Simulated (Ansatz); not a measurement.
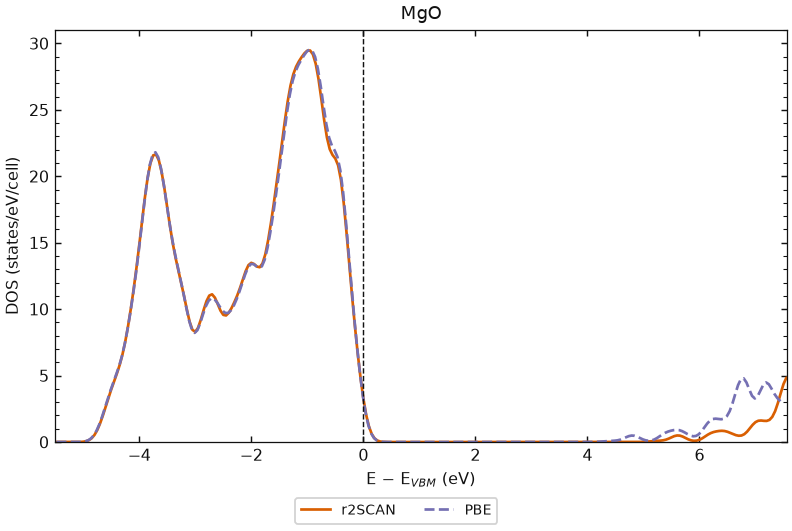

Total densities of states of MgO, space group P6_3/mmc (No. 194), 24 atoms in the cell, by two methods on the same cell. The curves are built from the levels of the k mesh with Gaussians 0.3 eV wide, which also blur the band edges. Each is counted from its own valence-band top.

Question: What changes from one method to the other?

Answer: r2SCAN gives a gap of 5.17 eV and PBE gives a gap of 4.34 eV.

Settings. r2SCAN: DFT, r2SCAN, plane waves, PAW, no spin polarisation, 12×12×2 k mesh, 500 eV cutoff (Ansatz 0.2.0). PBE: DFT, PBE, plane waves, PAW, no spin polarisation, 12×12×2 k mesh, 420 eV cutoff, Fermi-Dirac smearing of 0.02 eV (Ansatz).
